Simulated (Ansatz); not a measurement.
**A series of single points on Al$_{3}$GaN$_{4}$**

System: Al$_{3}$GaN$_{4}$ (P-43m, 8 atoms in the cell).
Method: DFT PBEsol, scalar-relativistic, plane waves, PAW, no spin polarisation (Ansatz 0.2.0).

The 7 runs differ only in the geometry, by a strain of the cell at fixed fractional positions. Against run 4, the strain is εxy = η, εxz = η and εyz = η. The structure derives from a Materials Project entry.

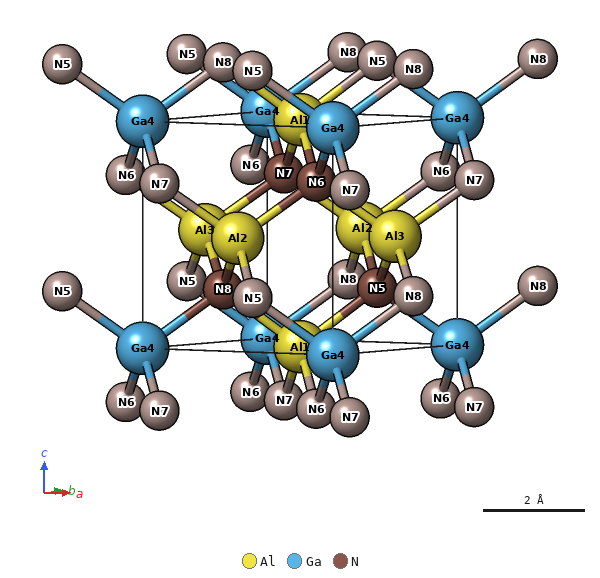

Figure 1. The structure of run 4 (ball-and-stick view of the cell of the calculation, seen at an oblique angle; neighbours outside the cell are drawn fainter; atoms are numbered from 1 in the order of the input).

**Input of run 4**
```yaml
crystal:
  lattice:
    - [4.5393319947, 0.0, 0.0]
    - [0.0, 4.5393319947, 0.0]
    - [0.0, 0.0, 4.5393319947]
  atoms:
    - { symbol: Al, position: [0.5, 0.5, 0.0] }
    - { symbol: Al, position: [0.5, 0.0, 0.5] }
    - { symbol: Al, position: [0.0, 0.5, 0.5] }
    - { symbol: Ga, position: [0.0, 0.0, 0.0] }
    - { symbol: "N", position: [0.7447140287, 0.7447140287, 0.2552859713] }
    - { symbol: "N", position: [0.7447140287, 0.2552859713, 0.7447140287] }
    - { symbol: "N", position: [0.2552859713, 0.7447140287, 0.7447140287] }
    - { symbol: "N", position: [0.2552859713, 0.2552859713, 0.2552859713] }
basis:
  ecutwfc: 520.0
kpoints:
  mp_grid: { grid: [6, 6, 6] }
hamiltonian:
  xc: pbesol
scf:
  occupations: { method: gaussian, width: 0.05 }
output:
  forces: true
  stress: true
  eigenvalues: true
```

Command:
```bash
ansatz run input.yaml --threads 2 --pin off --max-ram 4096MiB --backend cpu --events-out ev --progress --plain --runs-dir out
```

Run 6 differs from it as follows:
```diff
-    - [4.5393319947, 0.0, 0.0]
-    - [0.0, 4.5393319947, 0.0]
-    - [0.0, 0.0, 4.5393319947]
+    - [4.5393319947, 0.1615208909, 0.1615208909]
+    - [0.1615208909, 4.5393319947, 0.1615208909]
+    - [0.1615208909, 0.1615208909, 4.5393319947]
```

**Results, with one run withheld**

| run | strain parameter η (%) | free energy per atom, from the lowest run given (meV) | pressure (GPa) | gap on the mesh (eV) |
| --- | --- | --- | --- | --- |
| 1 | −5.3398 | 233.40 | −6.56 | 2.12 |
| 2 | −3.5583 | 96.81 | −11.26 | 2.33 |
| 3 | −1.7816 | 22.86 | −13.84 | 2.55 |
| 4 | 0.0000 | 0.00 | −14.65 | 2.72 |
| 5 | 1.7816 | 20.77 | −13.91 | 2.58 |
| 6 | 3.5583 | ? | ? | ? |
| 7 | 5.3398 | 174.42 | −8.45 | 1.82 |

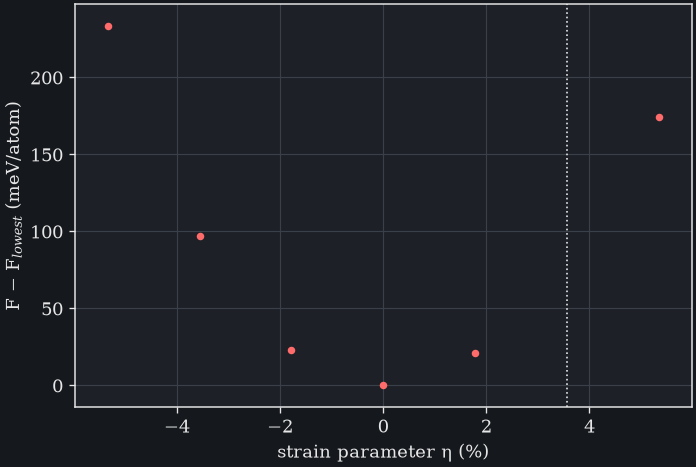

Figure 2. Free energy per atom of the runs given; the dotted line marks run 6.

What should run 6 give?

A cubic polynomial in the coordinate, fitted to the 6 runs given, misses them by at most 1.02 meV per atom. With x = η + 0.5930, it reads F = 1.5001 − 8.2944 x + 7.5412 x² − 0.20794 x³ (meV per atom). At run 6 it gives 82.15 meV per atom, and the run itself gives 79.86. The fit has its minimum at η = −0.0299 %. So low a polynomial doesn't follow these energies more closely. The gap on the mesh lies between 1.82 eV (run 7) and 2.72 eV (run 4); run 6 has 2.28 eV. These are gaps of this functional on this mesh, which can miss the band edges; they aren't the measured gap.

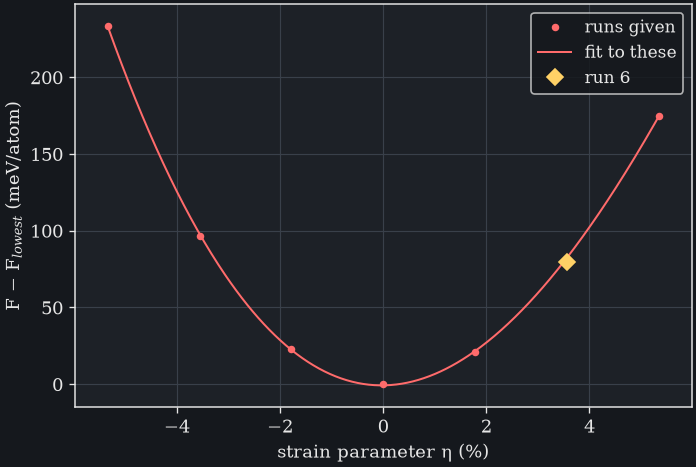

Figure 3. The fit and the withheld run.

**Output, shortened to warnings, some set-up lines, iterations and results (run 6)**
```
Basis set: ecut = 520 eV, 2561 PW (Γ), exchange–correlation on 72×72×72 points (8 copies of the dense FFT grid, shifted against one another)
Symmetry: 6 space group operations
k-points: 32 of 216 (time reversal used)
Initial density: superposition of atomic densities (neutral atoms: chi_scale 0, normalization atom), corrected by the library's trained network
[...]
SCF iter   1: F=—  HF=-6839.593871 eV  |F-HF|=—  |Δ(HF+E_count)|=         —  Δρ=1.03e-2  dr2=1.05e-1  ethr=1.77e-3  ⟨swp⟩=6.8  Hψ=4558  notcnv=0  defer=1
SCF iter   2: F=—  HF=-6839.565029 eV  |F-HF|=—  |Δ(HF+E_count)|=   2.88e-2  Δρ=1.69e-3  dr2=1.97e-3  ethr=2.51e-4  ⟨swp⟩=2.4  Hψ=1699  notcnv=0  defer=107
SCF iter   3: F=—  HF=-6839.564759 eV  |F-HF|=—  |Δ(HF+E_count)|=   2.70e-4  Δρ=8.96e-4  dr2=6.57e-4  ethr=4.68e-6  ⟨swp⟩=1.2  Hψ=837  notcnv=0  defer=76
SCF iter   4: F=—  HF=-6839.564668 eV  |F-HF|=—  |Δ(HF+E_count)|=   9.12e-5  Δρ=1.36e-4  dr2=1.81e-5  ethr=1.56e-6  ⟨swp⟩=2.6  Hψ=1533  notcnv=0  defer=76
SCF iter   5: F=—  HF=-6839.564626 eV  |F-HF|=—  |Δ(HF+E_count)|=   4.18e-5  Δρ=8.32e-5  dr2=3.75e-6  ethr=4.32e-8  ⟨swp⟩=2.0  Hψ=1486  notcnv=0  defer=76
SCF iter   6: F=—  HF=-6839.564626 eV  |F-HF|=—  |Δ(HF+E_count)|=   2.07e-7  Δρ=2.51e-5  dr2=4.32e-7  ethr=8.93e-9  ⟨swp⟩=2.0  Hψ=1092  notcnv=0  defer=76
SCF iter   7: F=-6839.564626 eV  HF=-6839.564626 eV  |F-HF|=2.25e-8  |Δ(HF+E_count)|=   9.32e-8  Δρ=6.12e-6  dr2=3.08e-8  ethr=2.38e-10  ⟨swp⟩=8.5  Hψ=3727  notcnv=0
SCF 1 converged in 7 iterations: F = -6839.564626 eV  dr2 = 3.08e-8
SCF converged after 7 iterations
Free energy (F): -6839.564626 eV
Harris-Foulkes:  -6839.564626 eV  (|F-HF|=2.25e-8)
Internal energy: -6839.564626 eV  (E = F + TS)
E sigma→0 (E₀):  -6839.564626 eV
Fermi energy:    7.877854 eV
--- Per-component energies (eV) ---
  E_band       = -13.433836
  E_kinetic    = 708.686492
  E_local      = -3156.711254  (includes V_loc(G=0)·N_el)
  E_nonlocal   = 641.311251
  E_hartree    = 1374.843212
  E_xc         = -425.060227
  E_vxc        = -450.198001  (∫ρ·V_xc dr)
  E_paw        = -3807.996155  (= ΣΔE_a)
  E_vpaw       = -506.206632  (= ΣTr[D̂ρ^β])
  E_aug_tail   = 0.000022  (compensation charges beyond the density's cutoff)
  E_ewald      = -2175.670757
  E_core_change = 1.032790  (= ΣΔE_core)
  E_smearing   = -0.000000  (= −TS)
  E_closure    = 0.000000  (closes the sum)
  Σ components = -6839.564626   (vs F -6839.564626, Δ=0.00e0)
--- Forces (eV/Å), atoms counted from 1 ---
  atom   1  Al     0.09502447     0.09502447     0.13704259
  atom   2  Al     0.09502447     0.13704259     0.09502447
  atom   3  Al     0.13704259     0.09502447     0.09502447
  atom   4  Ga     0.11663997     0.11663997     0.11663997
  atom   5  N     -0.11922590    -0.11922590    -0.16172693
  atom   6  N     -0.11922590    -0.16172693    -0.11922590
  atom   7  N     -0.16172693    -0.11922590    -0.11922590
  atom   8  N     -0.04358053    -0.04358053    -0.04358053
  max |Σ_I F_I| component: 2.78e-5 eV/Å
--- Stress (GPa, compression-positive) ---
      -11.812194     -10.691462     -10.691462
      -10.691462     -11.812194     -10.691462
      -10.691462     -10.691462     -11.812194
  P = ⅓ Tr σ = -11.8122 GPa (-118.122 kbar)
```
